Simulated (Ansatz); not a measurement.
**FeSi: density, localisation and related maps**

```yaml
crystal:
  lattice:
    - [5.17540, 0.00000, 0.00000]
    - [0.00000, 0.00000, -5.17540]
    - [0.00000, 5.17540, 0.00000]
  atoms:
    - { symbol: Fe, position: [0.50000, 0.50000, 0.00000] }
    - { symbol: Fe, position: [0.00000, 0.50000, 0.50000] }
    - { symbol: Fe, position: [0.00000, 0.00000, 0.00000] }
    - { symbol: Fe, position: [0.50000, 0.00000, 0.50000] }
    - { symbol: Si, position: [0.25000, 0.75000, 0.25000] }
    - { symbol: Si, position: [0.75000, 0.75000, 0.75000] }
    - { symbol: Si, position: [0.75000, 0.25000, 0.25000] }
    - { symbol: Si, position: [0.25000, 0.25000, 0.75000] }
```

Space group F-43m; started from the zinc blende prototype, which need not be the ambient phase; spin-polarised.

Level of theory: DFT PBE, scalar-relativistic, plane waves, PAW (Ansatz 0.2.0).

The density is the valence pseudo-density of a PAW calculation; it isn't the true density close to the nuclei.

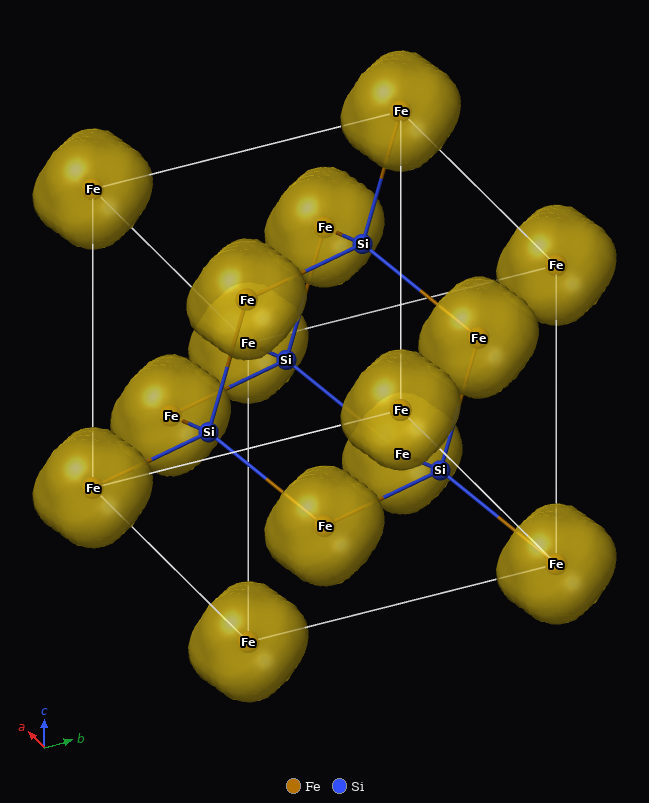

Figure 1. Isosurface of the spin density (up minus down) at +0.08 e/Å³ (yellow), seen at an oblique angle. Sticks mark near contacts.

### Describe the spin distribution.

The spin density sits on Fe: +1.2 μB (×4) in one cell of 8 atoms, with smaller moments on Si (up to −0.08 μB): parallel main moments, as they must be, since the calculation's own cell holds one magnetic site. The cell of the calculation (2 atoms) carries 1.1 μB of net spin moment.

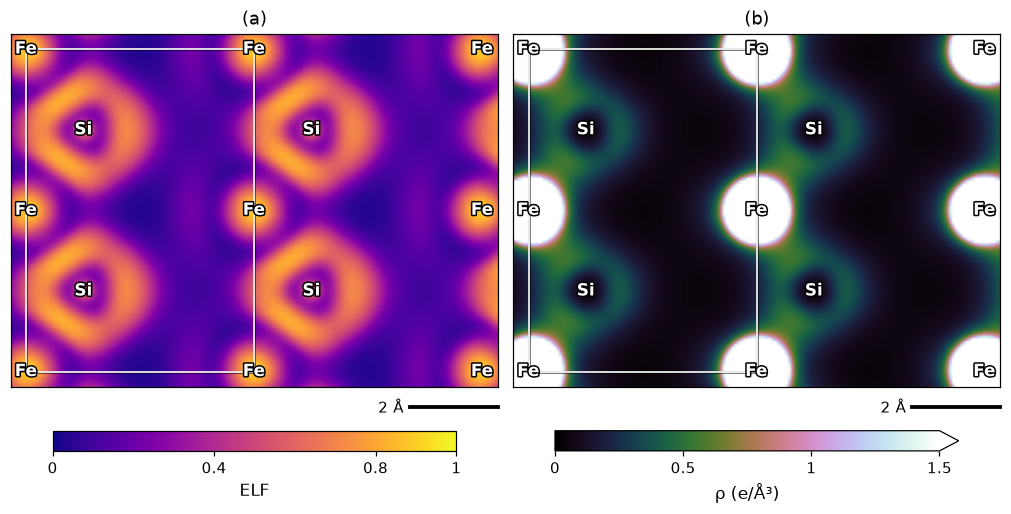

Figure 2. (a) ELF; (b) valence electron density on the (011) plane of the conventional cell.

### What does the map show?

- The section cuts through Fe and Si sites.
- Fe–Si (2.24 Å): the density is about 0.59 e/Å³ at the midpoint; the ELF peaks at about 0.80 between the atoms.
- Between the atoms the lowest density in this plane is 0.04 e/Å³.
- The features right at Fe lie inside the PAW spheres, where the map follows smoothed inner orbitals and isn't to be read closely.

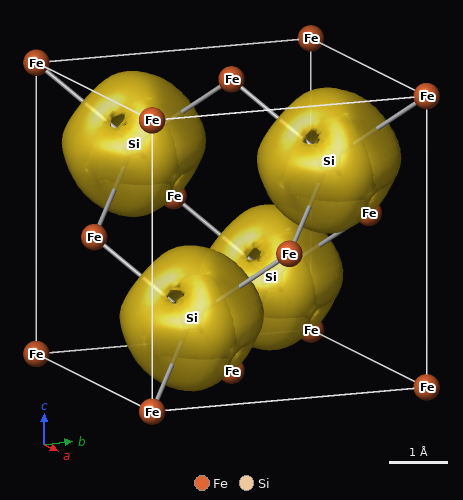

Figure 3. Isosurface of the electron localisation function at 0.6 (yellow), seen slightly off an axis. Only the valence region is drawn (cores and ρ < 0.01 e/Å³ removed). Sticks mark near contacts.

### Describe the localisation domains.

At this value the surface marks out four regions wrapped around Si (the valence shell of each), counted in one cell of 8 atoms. Regions shared between cells count once.

### Does the calculation make it a metal, or give it a gap?

It is metallic or semimetallic at this level of theory: no gap opens.
